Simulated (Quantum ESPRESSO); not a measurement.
**Run report: Hf, relaxation of cell and atoms**

Hf (2 atoms in the cell), computed with Kohn-Sham DFT of a periodic cell, PW91, spin-orbit coupling, PseudoDojo 0.4 FR PBE standard, no spin polarisation (Quantum ESPRESSO 7.5).

The structure derives from an entry of the Crystallography Open Database. The geometry was changed: volume scaled by 0.96.

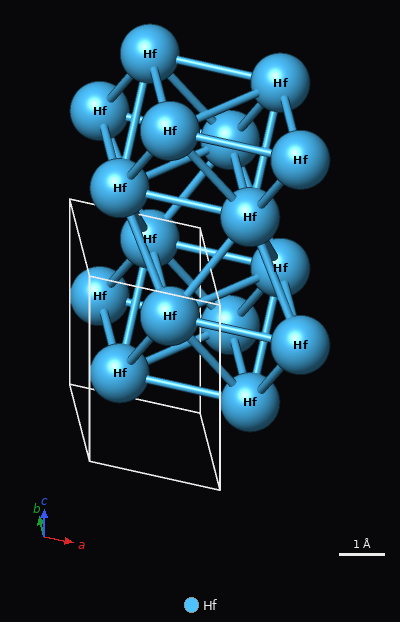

The structure (ball-and-stick view of the cell of the calculation, repeated 2 × 2 × 2, seen at an oblique angle).

Input
```python
import numpy as np
from ase.calculators.espresso import Espresso, EspressoProfile
from ase.io import read

atoms = read('POSCAR')

input_data = {
    'control': {'calculation': 'scf', 'prefix': 'pwscf', 'outdir': './tmp', 'tprnfor': True, 'tstress': True, 'disk_io': 'low'},
    'system': {'ecutwfc': 58.0, 'nbnd': 38, 'input_dft': 'pw91', 'occupations': 'smearing', 'smearing': 'gaussian', 'degauss': 0.00734986, 'noncolin': True, 'lspinorb': True},
    'electrons': {'conv_thr': 4e-10, 'electron_maxstep': 120, 'mixing_beta': 0.5},
}
pseudopotentials = {'Hf': 'Hf.upf'}
profile = EspressoProfile(command='pw.x', pseudo_dir='pseudo')
dft = Espresso(profile=profile, input_data=input_data, pseudopotentials=pseudopotentials, kpts=(6, 6, 3), koffset=(0, 0, 0))
atoms.calc = dft

from ase.optimize import LBFGS
from ase.filters import FrechetCellFilter
done = LBFGS(FrechetCellFilter(atoms), trajectory='opt.traj').run(fmax=0.02, steps=30)
print('converged', done)
print('cell (A)', np.round(atoms.cell.cellpar(), 5))
print(f'energy {atoms.get_potential_energy():.8f} eV')
print('forces (eV/A)')
print(np.round(atoms.get_forces(), 6))
print('stress (eV/A^3, Voigt)')
print(np.round(atoms.get_stress(), 8))
print(f'Fermi level {dft.get_fermi_level():.4f} eV')
```

File POSCAR
```
Hf
1.0
    3.1534960552      0.0000000000      0.0000000000
   -1.5767480276      2.7310076946      0.0000000000
    0.0000000000      0.0000000000      4.9894429718
Hf
2
Direct
    0.6666666667      0.3333333333      0.7500000000
    0.3333333333      0.6666666667      0.2500000000
```

Command:
```bash
OMP_NUM_THREADS=1 python run.py
```

Output
```
Step          Energy          fmax
LBFGS:    0    -3079.578099        0.841482
LBFGS:    1    -3079.598988        0.563417
LBFGS:    2    -3079.615129        0.035271
LBFGS:    3    -3079.615153        0.018530
converged True
cell (A) [  3.20142   3.20142   5.08089  90.       90.      120.     ]
energy -3079.61515259 eV
forces (eV/A)
[[-0.  0.  0.]
 [ 0. -0.  0.]]
stress (eV/A^3, Voigt)
[ 0.00048938  0.00048938 -0.00082175 -0.         -0.         -0.        ]
Fermi level 14.4970 eV
```

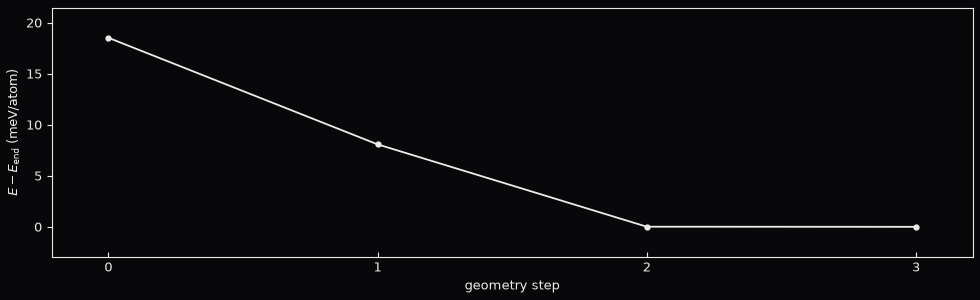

Progress of the relaxation, step by step (steps are counted from 0).

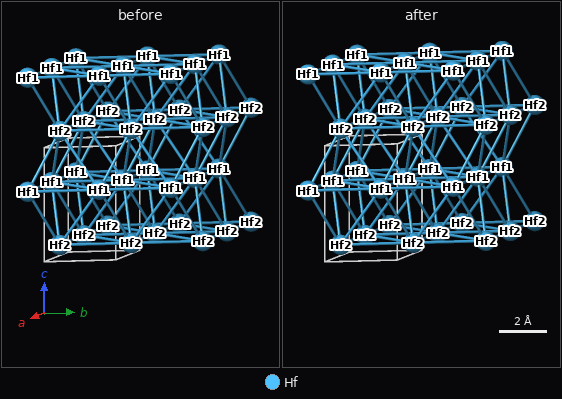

Before (left) and after (right) the relaxation, at one scale (ball-and-stick view of the cell of the calculation, repeated 3 × 3 × 2, seen slightly off an axis). No atom moves by more than 0.005 Å relative to the cell. The volume changes by +5.0 %, with a = b 3.153 → 3.201 Å (+1.5 %), c 4.989 → 5.081 Å (+1.8 %). Among the contacts that change: Hf1–Hf2 3.088 → 3.142 Å, Hf1–Hf1 3.153 → 3.201 Å. The space group stays P6_3/mmc (No. 194). The energy falls by 18.5 meV per atom in 3 geometry steps. All forces vanish by symmetry, so only the cell relaxes. (Atoms are counted from 1 in the order of the input.)

Key numbers

- outcome: converged
- space group (tolerance 0.01 Å): P6₃/mmc (194)
- electrons treated: 24
- free energy: −3079.6154 eV
- Fermi energy: 14.497 eV
- gap on the k-point mesh: none (metallic)
- pressure: −0.01 GPa
- final volume: 45.10 Å³
- largest force (length of the vector) at the end: under 0.001 eV/Å
- final cell: a = 3.201 Å, b = 3.201 Å, c = 5.081 Å, α = 90.00°, β = 90.00°, γ = 120.00°
- hardware: 1 thread of AMD EPYC (Zen 3), 192 GiB of memory available, shared host
- wall time: 3.1 min
- peak memory: 0.12 GiB

Remarks

The record of the run, not the program, notes: potentials made for another functional. Points of doubt noted for this run: coarse mesh; potentials made for another functional.
